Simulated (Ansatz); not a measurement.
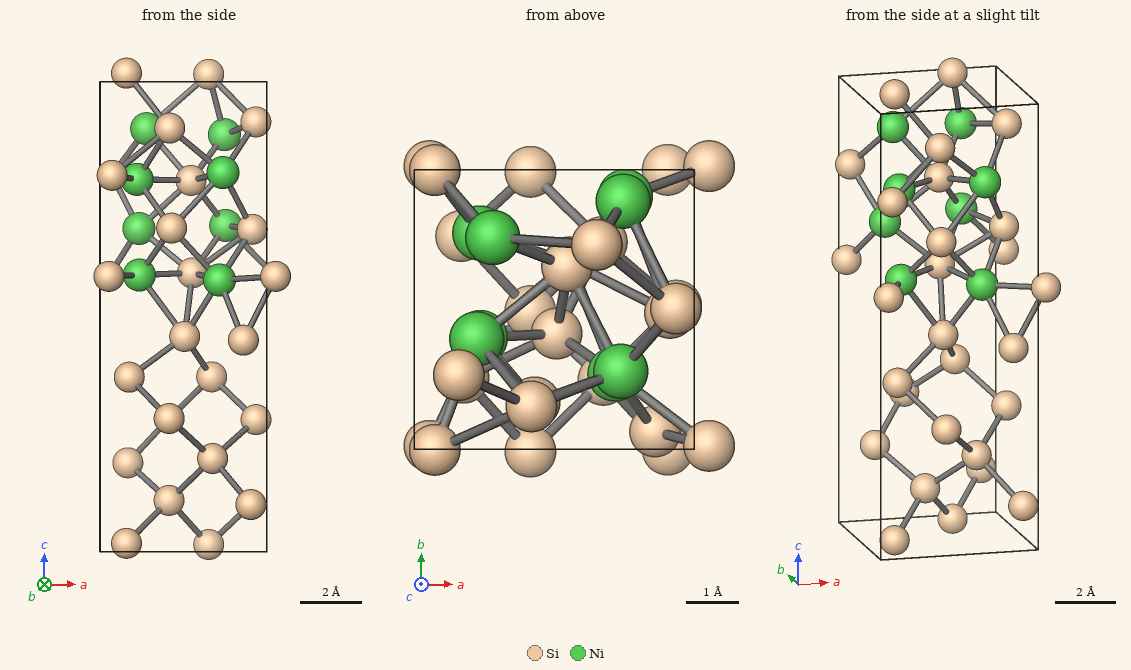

A ball-and-stick picture of a periodic stack of two materials, seen from the side, from above and from the side at a slight tilt; the box is the simulation cell in a reduced setting, and 1×1 cells are drawn in the plane (a layer on the cell's face shows at both ends).

**Name the layers and the planes on which they meet.**

Si (1 0 0) (Fd-3m, 12 atoms) and SiNi (0 1 0) (Pnma, 16 atoms).

**Give the in-plane cell and the period of the stack.**

The in-plane vectors are 5.47 and 5.47 Å long, those of Si, to which SiNi is strained; the stack repeats after 15.4 Å.

The atoms and the stacking vector were relaxed with DFT PBE, scalar-relativistic, plane waves, PAW in Ansatz, the in-plane cell held. The two parents, named as they started, are listed structures, not always the stable forms, and thin layers can change their stacking on relaxation.
